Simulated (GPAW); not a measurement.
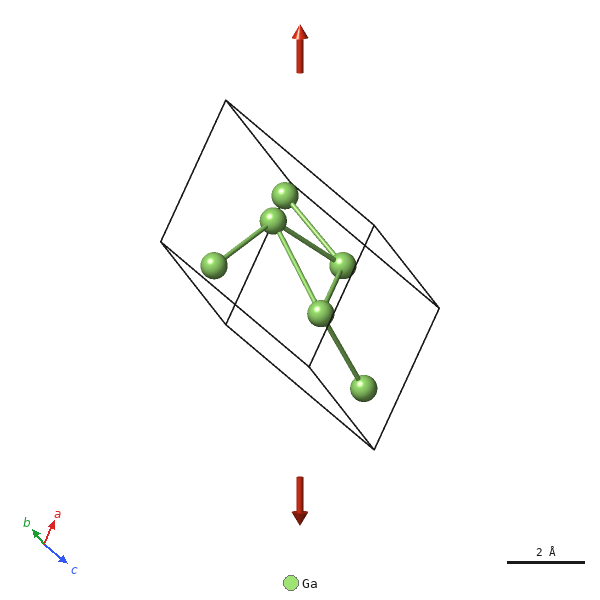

Ga, space group I-43d (No. 220). The run's cell of 6 atoms is drawn unstrained, with atoms on its boundary repeated; the arrows mark the Cartesian direction z, along which it is stretched or compressed while the other dimensions are held. The atoms keep their fractional positions. The cell is a structure listed in the Materials Project. This isn't the form of Ga at room conditions, which is orthorhombic.

Alike in all runs: GPAW 26.7.0; functional PBEsol; potentials PAW data sets generated in the run's folder for this functional; cutoff 600 eV; k mesh 6 × 6 × 6 on the run's cell of 6 atoms; occupations fermi-dirac, width 0.05 eV; no spin polarisation; no spin-orbit coupling. Stress is positive in compression, averaged over the directions named.

```tsv
strain (%)	ΔE (meV/atom)	stress along z (GPa)	stress across, x/y (GPa)
−4	5.5	3.44	2.36
−2	1.2	1.43	1.03
−1	0.2	0.68	0.43
0	0.0	-0.10	-0.10
+1	?	?	?
+2	1.9	-1.68	-1.06
+4	6.9	-2.85	-1.98
```

Fit the stress along the strain with a parabola, read off its slope at zero strain, and fill in the missing row.

Answer. The slope at zero strain is -79 GPa per unit strain, so the clamped-ion stiffness of this cell along z (C33 in these Cartesian axes) is about 79 GPa. The fit puts the stress at +1 % at -0.93 GPa. The run gave -0.89 GPa along, -0.60 GPa across and ΔE = 0.5 meV/atom.

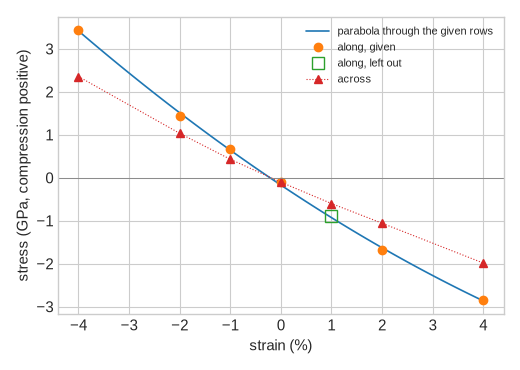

Stress against strain.

Caveat: the density grid can change from cell to cell, which puts small steps into energies and stress.
